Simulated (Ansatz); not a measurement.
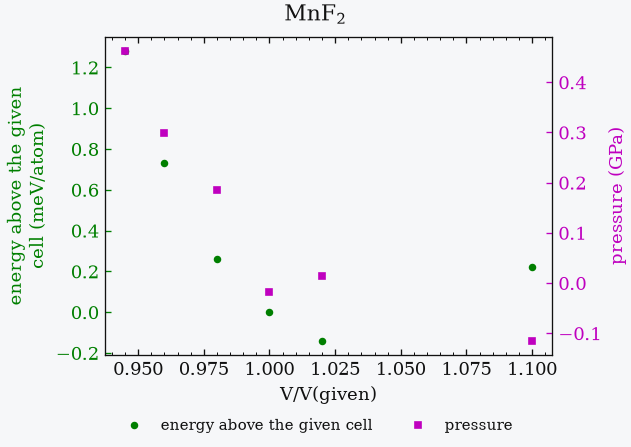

The figure shows the energy above the given cell and pressure against V/V(given) for MnF₂, space group P-3m1 (No. 164) (cell built by us, not taken from a database).

The given structure:
```cif
data_structure
_symmetry_space_group_name_H-M 'P 1'
_symmetry_Int_Tables_number 1
_cell_length_a 3.3743
_cell_length_b 3.3743
_cell_length_c 4.9576
_cell_angle_alpha 90.000
_cell_angle_beta 90.000
_cell_angle_gamma 120.000
_cell_volume 48.88
loop_
_atom_site_label
_atom_site_type_symbol
_atom_site_fract_x
_atom_site_fract_y
_atom_site_fract_z
_atom_site_occupancy
Mn1 Mn 0.00000 0.00000 0.00000 1
F1 F 0.33333 0.66667 0.19426 1
F2 F 0.66667 0.33333 0.80574 1
```

Calculation (Ansatz 0.2.0): plane-wave density functional theory, PAW datasets, Gaussian smearing 0.05 eV: equation of state, the given cell scaled in volume with shape and atoms relaxed at each volume. Level: PBE, collinear spin. Hubbard U_eff: Mn 3.9 eV. The state reached is ferromagnetic.

```tsv
setting	value
PAW set	soft_2
wave cutoff	420 eV
k mesh	8×8×6
symmetry use	detected
```

V(given) is 16.29 Å³/atom.

The points at V/V(given) 1.040 and 1.070 are left out of the plot. What values does the calculation give there?

```json
{"V/V(given)": "1.040", "energy above the given cell (meV/atom)": "-0.18", "pressure (GPa)": "-0.051"}
{"V/V(given)": "1.070", "energy above the given cell (meV/atom)": "-0.05", "pressure (GPa)": "-0.093"}
```

Keep in mind: no dispersion term, layers or molecules are underbound; no fit given, since scatter or the place of the minimum failed its tests; not tested for a lower state; state of the open shells carried from another run.
